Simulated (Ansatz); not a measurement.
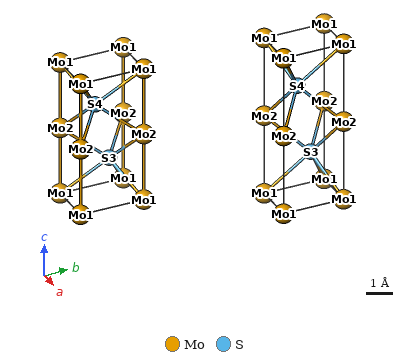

Two geometries of a crystal of MoS (built on the nickel arsenide type) (coarse preliminary run), drawn at one scale. One is the start of a relaxation, the other its converged end. Style: ball-and-stick. Shown: the cell of the calculation, slightly off an axis.

Level of theory: DFT PBE, scalar-relativistic, plane waves, PAW in Ansatz. (plane-wave cutoff 420 eV; k-point mesh 6 × 6 × 4; occupations gaussian; smearing width 0.1 eV; collinear spin; cell and atoms relaxed; force threshold 0.05 eV/Å; at most 80 steps)

> Which of the two is the end point?

The right one is the relaxed one. The atoms keep their places relative to the cell (all moves are under 0.005 Å). The drawn cell changes as follows: a = b 3.440 → 3.270 Å (−5.0 %), c 5.332 → 6.330 Å (+18.7 %); the volume changes by +7.2 %. Among the contacts that change: Mo1–Mo2 2.666 → 3.165 Å, Mo1–S3 2.392 → 2.463 Å. Bond angles that change, for instance: Mo1–S3–Mo2 67.7° → 79.9°, S3–Mo1–S4 88.0° → 96.8°, S3–Mo1–S3 92.0° → 83.2°. The space group stays P6_3/mmc (No. 194). Over 6 accepted moves (8 points after the start) the energy falls by 335 meV per atom. All forces vanish by symmetry, so only the cell relaxes. The pressure goes from 29.83 to 0.05 GPa. At 2 points the geometry stayed and the basis and grid were re-selected for the new cell (energy shift of 2.6 meV per atom at most each time). The program noted that the starting moments weren't kept. The run took 18 s on 1 thread of Intel(R) Xeon(R) 6975P-C (Granite Rapids), with other jobs on the host, peak memory 0.42 GiB.
